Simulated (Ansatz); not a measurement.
**Hf₃N₂: geometry relaxation (part 2 of 2)**

The same run, continued: Hf₃N₂ (5 atoms in the cell); DFT PBEsol, scalar-relativistic, plane waves, PAW, no spin polarisation (Ansatz 0.2.0); cutoff 420 eV, 12×12×12 k-mesh, Fermi–Dirac smearing of 0.15 eV. The structure derives from a Materials Project entry. It belongs to a series of runs on one base structure; here: cell and atoms relaxed tightly for response.

Geometry of the input (Å; fractional positions):
```
1.5967  0.9218  7.7082
-1.5967  0.9218  7.7082
0.0000  -1.8437  7.7082
Hf 0.7790  0.7790  0.7790
Hf 0.2210  0.2210  0.2210
Hf 0.0000  0.0000  0.0000
N  0.6111  0.6111  0.6111
N  0.3889  0.3889  0.3889
```

The program's output, continued:
```
SCF iter   1: F=—  HF=-47558.948296 eV  |F-HF|=—  |Δ(HF+E_count)|=         —  Δρ=5.41e-5  dr2=5.75e-6  ethr=6.68e-9  ⟨swp⟩=2.5  Hψ=39022  notcnv=0
preconditioner: auto → Kerker (q_TF=auto, 2.848 Å⁻¹)  [metal: Δε(μ)=0.013 eV  Ē_g=18.108 eV  σ=0.150 eV  W_gap=0.02  n_scr=30 (ndim 8)  ℏωp=40.8 eV  f_vac=0.000  D(μ)=1.83/eV (n_scr^D=4)]
SCF iter   2: F=—  HF=-47558.948336 eV  |F-HF|=—  |Δ(HF+E_count)|=   3.97e-5  Δρ=2.88e-5  dr2=2.22e-6  ethr=6.54e-9  ⟨swp⟩=1.0  Hψ=10208  notcnv=0
SCF iter   3: F=—  HF=-47558.948336 eV  |F-HF|=—  |Δ(HF+E_count)|=   2.72e-7  Δρ=1.06e-5  dr2=2.67e-7  ethr=2.52e-9  ⟨swp⟩=2.0  Hψ=10677  notcnv=0
SCF iter   4: F=—  HF=-47558.948336 eV  |F-HF|=—  |Δ(HF+E_count)|=   5.28e-8  Δρ=4.76e-6  dr2=2.21e-8  ethr=3.03e-10  ⟨swp⟩=2.0  Hψ=14704  notcnv=0
SCF iter   5: F=—  HF=-47558.948336 eV  |F-HF|=—  |Δ(HF+E_count)|=   8.34e-9  Δρ=2.81e-6  dr2=5.93e-9  ethr=2.51e-11  ⟨swp⟩=2.0  Hψ=15104  notcnv=0
SCF iter   6: F=-47558.948336 eV  HF=-47558.948336 eV  |F-HF|=2.18e-10  |Δ(HF+E_count)|=   1.86e-9  Δρ=6.19e-7  dr2=3.47e-10  ethr=2.94e-12  ⟨swp⟩=4.9  Hψ=39258  notcnv=0
SCF 5 converged in 6 iterations: F = -47558.948336 eV  dr2 = 3.47e-10
relax step   5: F+E_penalty+E_count = -47558.94833553 eV  Δ(F+E_penalty+E_count) = -9.229e-6 eV  max|allowed force component| = 6.791e-4 eV/Å  Δτ_max = 0.0003 Å  P = -0.005 GPa  Ω = 68.084 Å³  energy of the carried Pulay correction = -2.473e-5 eV  (6 SCF iters, dr2 threshold 2.59e-9 eV, accepted)
Initial wavefunctions: pseudopotential atomic-orbital guess (no wavefunctions were taken with the density)
iter 1 solved again at ethr=3.64e-8 eV; its pass at ethr=3.10e-3 eV (dr2=3.20e-5 eV) is discarded
SCF iter   1: F=—  HF=-47558.948330 eV  |F-HF|=—  |Δ(HF+E_count)|=         —  Δρ=1.83e-6  dr2=6.35e-10  ethr=3.64e-8  ⟨swp⟩=3.6  Hψ=61160  notcnv=0
eigensolver tolerance schedule: the retry pair's looser diagonalisation over-reported the residual by 50459.39 of it (diagonalisation noise at 1.46 of the residual, at the tolerance the schedule requests for it); recorded, not acted on — ethr = c·dr2/N_el stays at c = 1.0e-1
SCF iter   2: F=—  HF=-47558.948368 eV  |F-HF|=—  |Δ(HF+E_count)|=   3.82e-5  Δρ=8.18e-7  dr2=2.38e-10  ethr=1.00e-12  ⟨swp⟩=4.5  Hψ=34494  notcnv=0
SCF iter   3: F=—  HF=-47558.948368 eV  |F-HF|=—  |Δ(HF+E_count)|=  4.37e-11  Δρ=4.23e-7  dr2=1.44e-10  ethr=1.00e-12  ⟨swp⟩=2.0  Hψ=12912  notcnv=0
SCF iter   4: F=—  HF=-47558.948368 eV  |F-HF|=—  |Δ(HF+E_count)|=  7.28e-12  Δρ=2.06e-7  dr2=6.40e-11  ethr=1.00e-12  ⟨swp⟩=1.0  Hψ=10206  notcnv=0
SCF iter   5: F=—  HF=-47558.948368 eV  |F-HF|=—  |Δ(HF+E_count)|=  7.28e-12  Δρ=8.50e-8  dr2=1.34e-11  ethr=1.00e-12  ⟨swp⟩=1.0  Hψ=10212  notcnv=0
SCF iter   6: F=—  HF=-47558.948368 eV  |F-HF|=—  |Δ(HF+E_count)|=    0.00e0  Δρ=5.23e-8  dr2=3.62e-12  ethr=1.00e-12  ⟨swp⟩=1.1  Hψ=10270  notcnv=0
SCF iter   7: F=-47558.948368 eV  HF=-47558.948368 eV  |F-HF|=2.18e-11  |Δ(HF+E_count)|=    0.00e0  Δρ=2.38e-8  dr2=6.12e-13  ethr=1.00e-12  ⟨swp⟩=6.3  Hψ=46683  notcnv=0
SCF 6 converged in 7 iterations: F = -47558.948368 eV  dr2 = 6.12e-13
relax step   6: F+E_penalty+E_count = -47558.94836785 eV  Δ(F+E_penalty+E_count) = -3.231e-5 eV  max|allowed force component| = 7.042e-4 eV/Å  Δτ_max = 0.0000 Å  P = -0.004 GPa  Ω = 68.084 Å³  stress off target by 4.68e-3 GPa  SCF on the basis re-selected at this cell (its energy is not comparable with the rows above)  (7 SCF iters)
```

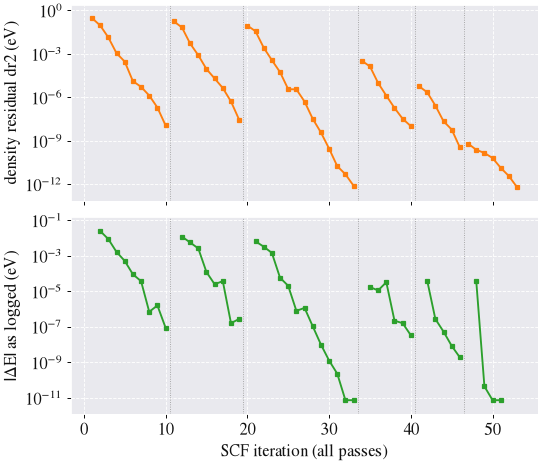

Figure 1. Convergence of the self-consistent field: density residual dr2 and size of the energy change against the SCF iteration. The dotted lines part the SCF passes of the relaxation: geometry steps, rejected trials and re-solves on a re-selected basis. The 6 passes take 6 to 14 iterations each, 53 in all.

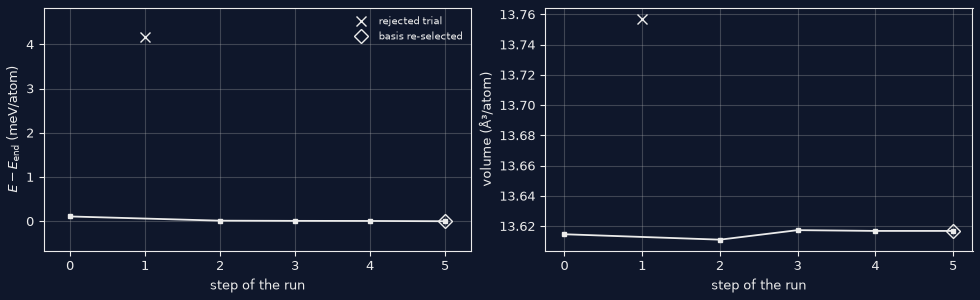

Figure 2. Progress of the relaxation, step by step (the first geometry is step 0 here and step 1 in the log). After 4 geometry steps the energy has fallen by 0.1 meV per atom. The largest force component goes from 0.09 to 0.0007 eV/Å. Pressure: −0.07 GPa at the start and 0.00 GPa at the end. The line search rejected the trial step at point 1 (counted from 0) and went back. The largest moves relative to the cell, 0.005 Å, are those of Hf1 and Hf2. By element the largest moves are Hf 0.005 Å, N 0.002 Å. Among the contacts that change: Hf1–Hf2 3.118 → 3.126 Å. The space group stays R-3m (No. 166). A last SCF at the same geometry on a re-selected plane-wave basis shifts the energy by next to nothing (0.0 meV per atom). (Atoms are counted from 1 in the order of the input.)

```
basis re-selected at this cell: Δ(F+E_penalty+E_count) = -3.231e-5 eV, ΔP = +0.001 GPa vs the last step (what re-selecting the basis moved, of the pressure what is left beyond the Pulay correction that the steps carried, after the strain that the cell walked since its last selection, with what the two solves' SCF thresholds leave and, on support functions, any second-order correction that the steps lacked; it is no measure of the basis error at this ecutwfc). This SCF's stress stands 4.68e-3 GPa from its target on what of the cell is left free (relax.cell.stress_tol is 1.00e-2 GPa) and its largest allowed force component is 7.04e-4 eV/Å (relax.f_tol is 1.00e-3 eV/Å): within both
SCF converged after 7 iterations
Free energy (F): -47558.948368 eV
Harris-Foulkes:  -47558.948368 eV  (|F-HF|=2.18e-11)
Internal energy: -47558.807144 eV  (E = F + TS)
E sigma→0 (E₀):  -47558.877756 eV
Entropy (-TS):   -0.141224 eV (-28.245 meV/atom)
Fermi energy:    22.062350 eV
--- Per-component energies (eV) ---
  E_band       = 387.630482
  E_kinetic    = 1537.123658
  E_local      = -14615.446184  (includes V_loc(G=0)·N_el)
  E_nonlocal   = -3623.751192
  E_hartree    = 6912.109596
  E_xc         = -1015.464778
  E_vxc        = -954.546886  (∫ρ·V_xc dr)
  E_paw        = -20666.963013  (= ΣΔE_a)
  E_vpaw       = 4220.031663  (= ΣTr[D̂ρ^β])
  E_aug_tail   = 0.000183  (compensation charges beyond the density's cutoff)
  E_ewald      = -16090.224886
  E_core_change = 3.809472  (= ΣΔE_core)
  E_smearing   = -0.141224  (= −TS)
  E_closure    = -0.000000  (closes the sum)
  Σ components = -47558.948368   (vs F -47558.948368, Δ=0.00e0)
--- Forces (eV/Å), atoms counted from 1 ---
  atom   1  Hf     0.00000000    -0.00000000    -0.00070416
  atom   2  Hf     0.00000000     0.00000000     0.00070416
  atom   3  Hf     0.00000000     0.00000000     0.00000000
  atom   4  N      0.00000000     0.00000000     0.00024025
  atom   5  N      0.00000000    -0.00000000    -0.00024025
  max |Σ_I F_I| component: 4.77e-18 eV/Å
--- Stress (GPa, compression-positive) ---
       -0.004679       0.000000       0.000000
        0.000000      -0.004679       0.000000
        0.000000       0.000000      -0.001297
  P = ⅓ Tr σ = -0.0036 GPa (-0.036 kbar)
--- Band table (eV; the first three rows and the last of 189) ---
  k-point 0: bands = ["-40.3578", "-39.5869", "-39.5523", "-9.3933", "-8.8498", "-8.8498", "-8.6374", "-8.0863", "-8.0283", "-8.0283", "-7.9642", "-7.9642", "5.4787", "6.9239", "9.7101", "9.7101", "9.7135", "9.7594", "9.7670", "9.7670", "9.7939", "10.4637", "10.4751", "10.4751", "10.4827", "10.4828", "10.4828", "10.4948", "10.5055", "10.5211", "10.5211", "10.5316", "10.5316", "10.5595", "10.5613", "14.1139", "16.6825", "16.6825", "16.8709", "18.4183", "18.4183", "19.0305", "22.4869", "22.5481", "22.7736", "22.7736", "23.9326", "23.9326", "24.1788", "24.1788", "24.8409", "25.7675", "26.3512", "26.3512"]
  k-point 1: bands = ["-40.3550", "-39.5838", "-39.5502", "-9.3804", "-8.9138", "-8.8611", "-8.6097", "-8.1128", "-8.0487", "-8.0401", "-8.0101", "-7.9719", "5.5873", "6.9040", "9.7119", "9.7131", "9.7168", "9.7606", "9.7641", "9.7664", "9.7888", "10.4678", "10.4735", "10.4773", "10.4819", "10.4851", "10.4852", "10.4979", "10.5090", "10.5195", "10.5200", "10.5302", "10.5309", "10.5553", "10.5570", "14.3019", "16.3456", "16.7387", "17.2421", "17.7737", "18.3293", "19.4125", "21.6964", "22.5994", "22.9265", "23.0143", "23.8076", "23.8326", "24.6697", "24.7269", "25.0550", "25.6534", "26.3725", "26.3810"]
  k-point 2: bands = ["-40.3473", "-39.5752", "-39.5447", "-9.3450", "-9.0660", "-8.8918", "-8.5559", "-8.2102", "-8.1419", "-8.0717", "-8.0673", "-7.9933", "5.8773", "6.8469", "9.7185", "9.7214", "9.7262", "9.7541", "9.7642", "9.7660", "9.7759", "10.4703", "10.4785", "10.4829", "10.4831", "10.4916", "10.4917", "10.5022", "10.5130", "10.5175", "10.5212", "10.5275", "10.5277", "10.5442", "10.5473", "14.8077", "16.0762", "16.7926", "16.8660", "17.5845", "18.1206", "19.7442", "20.8612", "22.0777", "23.3693", "23.5000", "24.0796", "24.0811", "24.4172", "25.5566", "25.6112", "26.1074", "26.4584", "26.4840"]
  k-point 188: bands = ["-40.3578", "-39.5876", "-39.5516", "-9.4361", "-8.8498", "-8.8498", "-8.4650", "-8.2188", "-8.0269", "-8.0269", "-7.9656", "-7.9656", "5.5575", "6.8269", "9.7101", "9.7101", "9.7114", "9.7525", "9.7670", "9.7670", "9.7939", "10.4580", "10.4704", "10.4781", "10.4781", "10.4803", "10.4803", "10.4815", "10.5232", "10.5232", "10.5287", "10.5287", "10.5365", "10.5595", "10.5613", "14.4051", "16.1573", "16.7261", "16.7261", "18.3214", "18.3214", "20.3337", "21.1680", "22.4659", "22.4659", "23.4729", "23.6620", "24.8487", "24.8487", "25.0042", "25.0042", "25.8563", "25.8563", "25.8844"]
--- Relaxed structure (5 steps of the walk, 4 accepted, 1 SCFs on fresh bases) ---
  F+E_penalty+E_count = -47558.94836785 eV   max|allowed force component| = 7.042e-4 eV/Å   (the final SCF, on the basis selected at the relaxed cell)
  cell:  # Å, volume = 68.0842 Å³
    - [1.596612655445826, 0.9218047464298822, 7.710035022237645]
    - [-1.596612655445826, 0.9218047464298822, 7.710035022237645]
    - [3.7181071563837577e-34, -1.8436094928097506, 7.710035022243624]
  atoms:
    - { symbol: Hf, position: [0.7787494637701935, 0.7787494637701935, 0.7787494637701935] }
    - { symbol: Hf, position: [0.22125053622980648, 0.22125053622980648, 0.2212505362298065] }
    - { symbol: Hf, position: [-1.5003295683627367e-20, -1.5003295683627376e-20, -1.5003295684034274e-20] }
    - { symbol: N, position: [0.6110529489827109, 0.6110529489827109, 0.6110529489827109] }
    - { symbol: N, position: [0.388947051017289, 0.388947051017289, 0.38894705101728905] }
```

Trajectory as extended XYZ (Å, eV, eV/Å), 6 frames, from step=1 to step=6:
```
5
Lattice="1.5967 0.9218 7.7082 -1.5967 0.9218 7.7082 0.0000 -1.8437 7.7082" Properties=species:S:1:pos:R:3:forces:R:3 step=1 energy=-47558.94783 pressure_GPa=-0.07
Hf    0.0000    0.0000   18.0135    0.0000   0.0000  -0.0901
Hf    0.0000    0.0000    5.1111    0.0000   0.0000   0.0901
Hf    0.0000    0.0000    0.0000    0.0000   0.0000   0.0000
N     0.0000    0.0000   14.1321    0.0000   0.0000  -0.0314
N     0.0000    0.0000    8.9924    0.0000   0.0000   0.0314
5
Lattice="1.5984 0.9228 7.7724 -1.5984 0.9228 7.7724 0.0000 -1.8456 7.7724" Properties=species:S:1:pos:R:3:forces:R:3 step=2 energy=-47558.92754 pressure_GPa=-1.43 accepted=F
Hf    0.0000    0.0000   18.1290    0.0000   0.0000   0.3864
Hf    0.0000    0.0000    5.1884    0.0000   0.0000  -0.3864
Hf    0.0000    0.0000    0.0000    0.0000   0.0000   0.0000
N     0.0000    0.0000   14.2650    0.0000   0.0000  -0.1409
N     0.0000    0.0000    9.0524    0.0000   0.0000   0.1409
5
Lattice="1.5960 0.9215 7.7124 -1.5960 0.9215 7.7124 0.0000 -1.8429 7.7124" Properties=species:S:1:pos:R:3:forces:R:3 step=3 energy=-47558.94830 pressure_GPa=0.10
Hf    0.0000    0.0000   18.0172    0.0000   0.0000   0.0184
Hf    0.0000    0.0000    5.1199    0.0000   0.0000  -0.0184
Hf    0.0000    0.0000    0.0000    0.0000   0.0000   0.0000
N     0.0000    0.0000   14.1361    0.0000   0.0000   0.0273
N     0.0000    0.0000    9.0010    0.0000   0.0000  -0.0273
5
Lattice="1.5967 0.9219 7.7091 -1.5967 0.9219 7.7091 0.0000 -1.8438 7.7091" Properties=species:S:1:pos:R:3:forces:R:3 step=4 energy=-47558.94833 pressure_GPa=-0.00
Hf    0.0000    0.0000   18.0101    0.0000   0.0000   0.0036
Hf    0.0000    0.0000    5.1173    0.0000   0.0000  -0.0036
Hf    0.0000    0.0000    0.0000    0.0000   0.0000   0.0000
N     0.0000    0.0000   14.1324    0.0000   0.0000  -0.0037
N     0.0000    0.0000    8.9950    0.0000   0.0000   0.0037
5
Lattice="1.5966 0.9218 7.7100 -1.5966 0.9218 7.7100 0.0000 -1.8436 7.7100" Properties=species:S:1:pos:R:3:forces:R:3 step=5 energy=-47558.94834 pressure_GPa=-0.00
Hf    0.0000    0.0000   18.0126    0.0000   0.0000  -0.0007
Hf    0.0000    0.0000    5.1175    0.0000   0.0000   0.0007
Hf    0.0000    0.0000    0.0000    0.0000   0.0000   0.0000
N     0.0000    0.0000   14.1337    0.0000   0.0000   0.0002
N     0.0000    0.0000    8.9964    0.0000   0.0000  -0.0002
5
Lattice="1.5966 0.9218 7.7100 -1.5966 0.9218 7.7100 0.0000 -1.8436 7.7100" Properties=species:S:1:pos:R:3:forces:R:3 step=6 energy=-47558.94837 pressure_GPa=-0.00
Hf    0.0000    0.0000   18.0126    0.0000   0.0000  -0.0007
Hf    0.0000    0.0000    5.1175    0.0000   0.0000   0.0007
Hf    0.0000    0.0000    0.0000    0.0000   0.0000   0.0000
N     0.0000    0.0000   14.1337    0.0000   0.0000   0.0002
N     0.0000    0.0000    8.9964    0.0000   0.0000  -0.0002
```

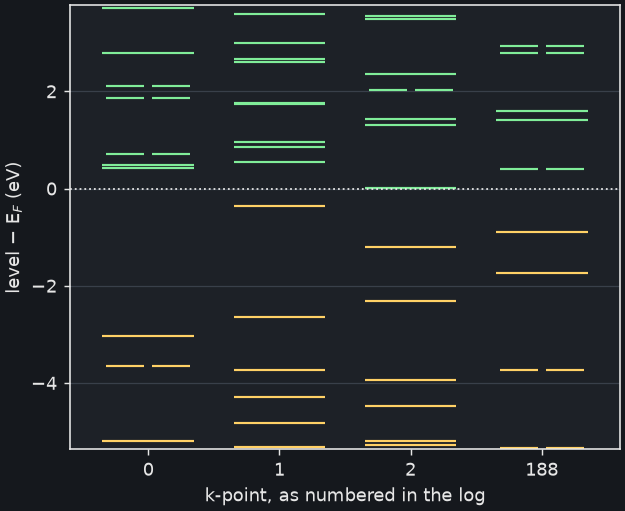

Figure 3. Kohn–Sham levels near the Fermi level (dotted) at the few k-points that the log prints; levels within 0.02 eV of each other stand side by side. The system is metallic on the full mesh.
